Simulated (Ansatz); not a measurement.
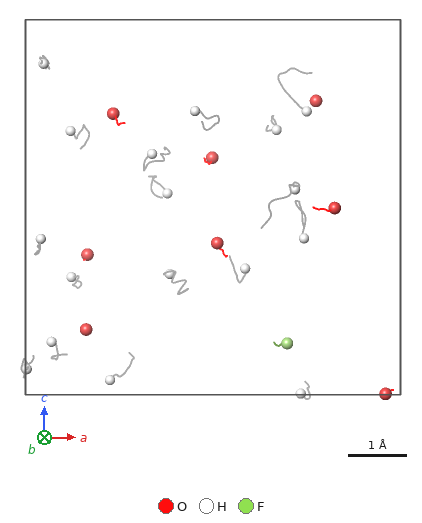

Molecular dynamics of a periodic cell with 8 H2O + 1 HF at 0.995 g/cm³, 30 fs long. Lines trace each atom's path, in the colour of its element; spheres stand at the starting positions. Seen along the b axis in the simulation cell.

Method: DFT r2SCAN, scalar-relativistic, plane waves, PAW (Ansatz 0.2.0). Run with plane-wave cutoff 500 eV; k-point mesh 1 × 1 × 1; Fermi-Dirac smearing 0.05 eV; low-accuracy preset; Langevin thermostat (NVT); set temperature 1500 K; time step 0.5 fs; friction 0.02 per fs.

The input:
```yaml
accuracy: low
crystal:
  lattice:
    - [6.495065, 0.0, 0.0]
    - [0.0, 6.495065, 0.0]
    - [0.0, 0.0, 6.495065]
  atoms:
    - { symbol: O, position: [0.82449506, 0.21419996, 0.49779604] }
    - { symbol: H, position: [0.74291772, 0.30970993, 0.4169431] }
    - { symbol: H, position: [0.71903539, 0.11960117, 0.54746733] }
    - { symbol: O, position: [0.23397875, 0.50945807, 0.74966185] }
    - { symbol: H, position: [0.12030826, 0.59284337, 0.70339356] }
    - { symbol: H, position: [0.33774041, 0.52523376, 0.64229736] }
    - { symbol: O, position: [0.96017614, 0.27060024, 1.00232187] }
    - { symbol: H, position: [1.04837419, 0.29006068, 0.88259206] }
    - { symbol: H, position: [1.00350395, 0.14430095, 1.06820204] }
    - { symbol: O, position: [0.49799002, -0.04008855, 0.63205439] }
    - { symbol: H, position: [0.45223663, 0.02727285, 0.75649864] }
    - { symbol: H, position: [0.37853542, -0.03683865, 0.53696048] }
    - { symbol: O, position: [0.16531522, -0.02129246, 0.37360363] }
    - { symbol: H, position: [0.12239158, -0.15348017, 0.31389342] }
    - { symbol: H, position: [0.04092411, 0.0536647, 0.41546613] }
    - { symbol: O, position: [0.16176787, 0.59441738, 0.17390849] }
    - { symbol: H, position: [0.22558408, 0.62081711, 0.0391376] }
    - { symbol: H, position: [0.06974316, 0.47668586, 0.14107201] }
    - { symbol: O, position: [0.51126146, 0.52042734, 0.40442708] }
    - { symbol: H, position: [0.58577573, 0.63129182, 0.33634531] }
    - { symbol: H, position: [0.38487495, 0.51278246, 0.32184835] }
    - { symbol: O, position: [0.77477415, 0.67327622, 0.78353157] }
    - { symbol: H, position: [0.66952485, 0.74966702, 0.70601098] }
    - { symbol: H, position: [0.74992583, 0.5290014, 0.75560088] }
    - { symbol: F, position: [0.69794446, 0.80028526, 0.13692924] }
    - { symbol: H, position: [0.73407099, 0.74003507, 0.00316291] }
basis:
  ecutwfc: 500.0
kpoints:
  mp_grid: { grid: [1, 1, 1] }
hamiltonian:
  xc: r2scan
scf:
  occupations: { method: fermi_dirac, width: 0.05 }
  lower_state_search: "off"
md:
  timestep: 0.5
  n_steps: 60
  ensemble: nvt_langevin
  temperature: 1500.0
  initial_velocities: maxwell_boltzmann
  seed: 482072
  friction: 0.02
```

Command:
```bash
ansatz run input.yaml --threads 1 --pin off --max-ram 3072MiB --backend cpu --events-out ev --progress --plain --runs-dir out
```

Describe the motion.

Root-mean-square distances from the starting positions over the second half, with the common drift of all atoms taken out: H 0.42 Å, O 0.27 Å, F 0.20 Å. The heavy atoms stay within a fraction of a molecule's size of their starting places; so short a run doesn't tell a liquid from a solid.

Limits of the set-up: the program's low-accuracy preset was used; the periodic images lie only 6.5 Å apart, so the values are limited by the cell's size.

The run took 19 min on 1 thread of Arm Neoverse N1, on a shared host, peak memory 0.63 GiB.
